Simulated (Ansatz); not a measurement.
Zn

The calculation's input:

```
crystal:
  lattice:
    - [-1.4994730113, 1.5300745013, 1.5147737563]
    - [1.4994730113, -1.5300745013, 1.5147737563]
    - [1.4994730113, 1.5300745013, -1.5147737563]
  atoms:
    - { symbol: Zn, position: [0.0, 0.0, 0.0] }
basis:
  ecutwfc: 520.0
kpoints:
  mp_grid: { grid: [20, 20, 20] }
hamiltonian:
  xc: pbesol
scf:
  occupations: { method: gaussian, width: 0.15 }
output:
  forces: true
  stress: true
  eigenvalues: true
  write_density: true
  write_potential: true
  elf: true
  volumetric_format: npy
```

Launched as:

```sh
ansatz run input.yaml --threads 1 --pin off --max-ram 2048MiB --backend cpu --events-out ev --progress --plain --runs-dir out
```

Below, planes, directions and counts refer to the conventional cell (a = 3.00 Å, b = 3.03 Å, c = 3.06 Å, α = 90.00°, β = 90.00°, γ = 90.00°).

Space group Immm; a structure from a database of computed crystals, not necessarily the ambient phase; changed on purpose from its base cell (normal strain along x -0.0200, normal strain along z -0.0100); computed pressure about 2 GPa in this cell.

Computed with DFT PBEsol, scalar-relativistic, plane waves, PAW (Ansatz 0.2.0).

Q: Predict the valence pseudo-density and electron localisation function between the atoms.

A: Zn–Zn (2.62 Å): ρ is about 0.24 e/Å³ halfway; the ELF is about 0.30 at the midpoint; no shared electron pair shows on this line.

Q: Does the calculation make it a metal, or give it a gap?

A: It is metallic or semimetallic at this level of theory: no gap opens.

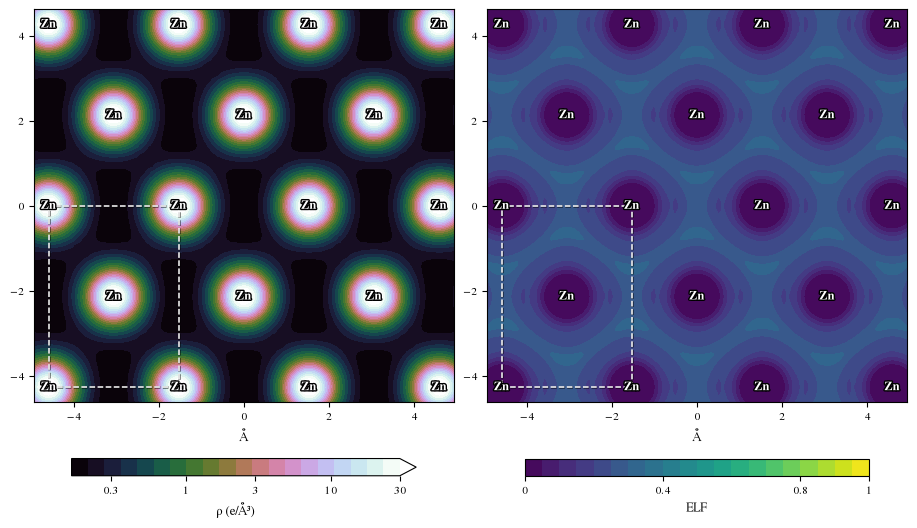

Computed valence pseudo-density and electron localisation function on the (110) plane of the conventional cell, in this order. 

The density is the valence pseudo-density of a PAW calculation; it isn't the true density close to the nuclei.
